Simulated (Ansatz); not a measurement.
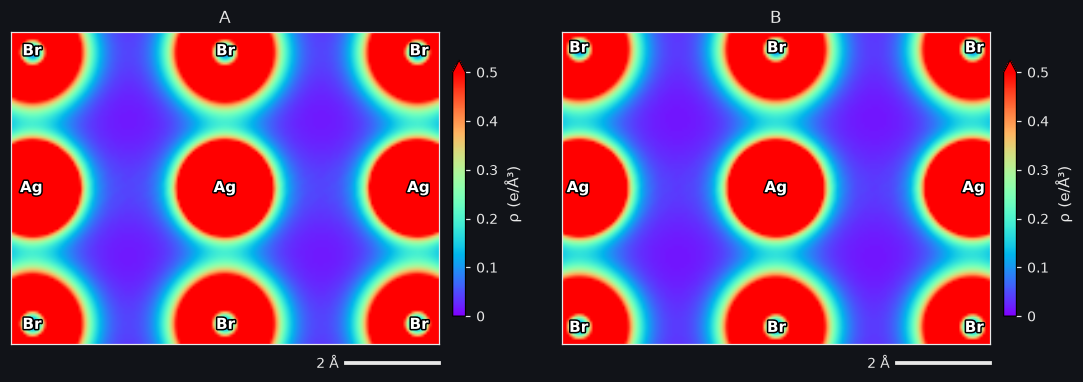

AgBr. The valence charge density (pseudo) of two cells that differ in size, on the (011̄) plane of each (indices in the axes of the calculation cell), at one length scale and on one colour scale: B has 27.3 Å³ an atom and A 25.6.

Theory: DFT PBEsol, scalar-relativistic, plane waves, PAW (Ansatz).

The density is the valence pseudo-density of a PAW calculation; it isn't the true density close to the nuclei.

The larger cell:

```cif
data_structure
_symmetry_space_group_name_H-M 'P 1'
_symmetry_Int_Tables_number 1
_cell_length_a 4.2581
_cell_length_b 4.2581
_cell_length_c 4.2581
_cell_angle_alpha 60.000
_cell_angle_beta 60.000
_cell_angle_gamma 60.000
_cell_volume 54.59
loop_
_atom_site_label
_atom_site_type_symbol
_atom_site_fract_x
_atom_site_fract_y
_atom_site_fract_z
_atom_site_occupancy
Ag1 Ag 0.50000 0.50000 0.50000 1
Br1 Br 0.00000 0.00000 0.00000 1
```

The smaller cell: a = 4.167 Å, b = 4.167 Å, c = 4.167 Å, α = 60.00°, β = 60.00°, γ = 60.00°.

### What does the compression do to the bonding and the properties?

From the larger cell to the smaller, Ag–Br goes from 3.01 to 2.95 Å, and the density at its midpoint from 0.18 to 0.2 e/Å³; the pressure goes from −6 to −4.4 GPa.
